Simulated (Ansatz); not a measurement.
Given this structure, the input geometry of an electronic-structure calculation (not necessarily at equilibrium); the starting structure was generated, so it need not be a known form of this composition, written in its standard cell:

```
CELL_PARAMETERS angstrom
2.68808 0.00000 0.00000
0.00000 9.07484 0.00000
-1.31398 0.00000 2.45698
ATOMIC_POSITIONS crystal
Pd 0.00000 0.37476 0.75000
Pd 0.50000 0.12524 0.25000
Pd 0.50000 0.87476 0.75000
Pd 0.00000 0.62524 0.25000
```

Q: What does the kinematic electron diffraction pattern along [001] look like at 120 kV (B = 0.8 Å²)?

A: The spots form a centred rectangular net whose two shortest vectors correspond to d = 4.54 Å and 2.29 Å, 75.4° apart. They are 0 2 0 (itself too weak to see) and 1 1 0. The pattern has symmetry 2mm. The lattice centring (C) removes all reflections that break h + k = 2n; reflections such as 0 2 0, 0 6 0, 2 -2 0 are allowed but too weak to see at this display level.

Strongest reflections with d > 0.88 Å, one of each family (|F|² from tabulated Gaussian fits of the electron scattering factors, times a small damping for the curvature of the Ewald sphere):

```
  hkl  d (Å)  I (strongest = 100)
0 4 0  2.269                  100
1 1 0  2.293                   51
1 3 0  1.866                   36
2 0 0  1.185                   24
0 8 0  1.134                   21
1 5 0  1.441                   20
```

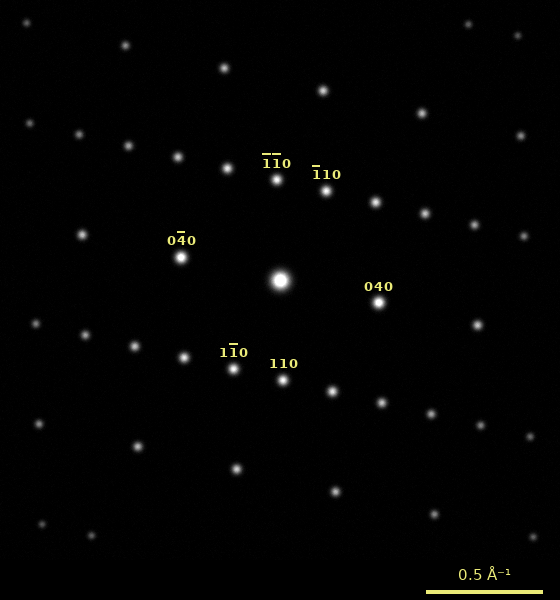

Calculated pattern, seen from the source side with [001] pointing towards the source.
